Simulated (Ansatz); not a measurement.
BiH4

Input

```
crystal:
  lattice:
    - [3.0978567048, 0.0, 0.0]
    - [-1.5489283524, 2.6828226036, 0.0]
    - [0.0, 0.0, 6.5714673154]
  atoms:
    - { symbol: Bi, position: [0.0, 0.0, 0.0] }
    - { symbol: H, position: [0.5, 0.0, 0.5] }
    - { symbol: H, position: [0.0, 0.5, 0.5] }
    - { symbol: H, position: [0.5, 0.5, 0.5] }
    - { symbol: H, position: [0.0, 0.0, 0.5] }
basis:
  ecutwfc: 420
kpoints:
  mp_grid: { grid: [15, 15, 6] }
hamiltonian:
  xc: pbe
scf:
  occupations: { method: gaussian, width: 0.1 }
output:
  forces: true
  stress: true
  eigenvalues: true
  write_density: true
  write_potential: true
  elf: true
  volumetric_format: npy
relax:
  adjacent_minimum: "off"
  f_tol: 0.01
  max_steps: 80
  cell: { stress_tol: 0.05 }
```

Command:

```sh
ansatz run input.yaml --threads 1 --pin off --max-ram 2048MiB --backend cpu --events-out ev --progress --plain --runs-dir out
```

Below, planes, directions and counts refer to the conventional cell (a = 3.10 Å, b = 3.10 Å, c = 6.57 Å, α = 90.00°, β = 90.00°, γ = 120.00°).

The fields are those of the run's last geometry, not of the input's.

Space group P6/mmm; a structure generated by program, which may or may not match a known phase; computed without spin polarisation.

Theory: DFT PBE, scalar-relativistic, plane waves, PAW in Ansatz.

In a PAW calculation such maps are meaningful between the atoms, not at the nuclei.

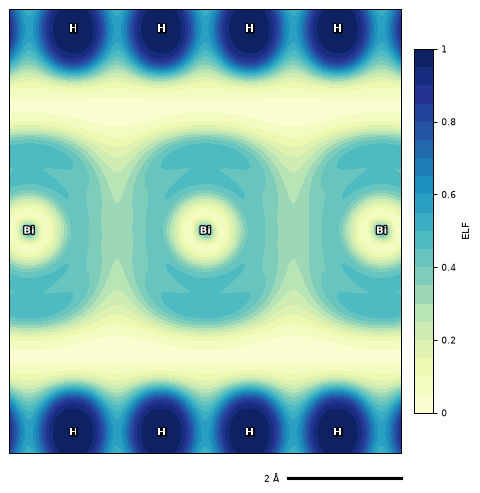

Figure 1. Electron localisation function on the (101) plane of the conventional cell.

Q: What does the map show?

A: The section cuts through Bi and H sites.
H–H (1.55 Å): the ELF is about 0.55 at the midpoint.
Bi–Bi (3.10 Å): the ELF is about 0.30 at the midpoint.
The features right at Bi lie inside the PAW spheres, where the map follows smoothed inner orbitals and isn't to be read closely.

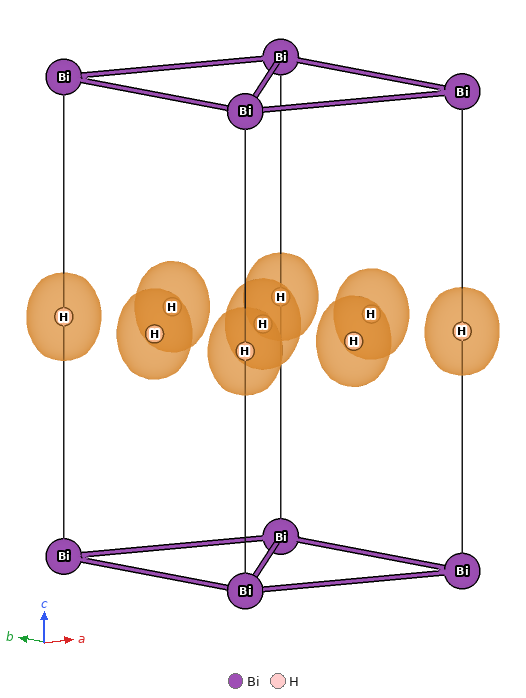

Figure 2. Isosurface of the electron localisation function at 0.8 (orange), seen at an oblique angle. Only the valence region is drawn (cores and ρ < 0.01 e/Å³ removed). Sticks mark near contacts.

Q: Describe the localisation domains.

A: At this value the surface marks out four regions around hydrogen nuclei, counted in one cell of 5 atoms. Regions shared between cells count once.

Q: Does the calculation give a band gap?

A: It is gapless in this calculation (a metal or semimetal).
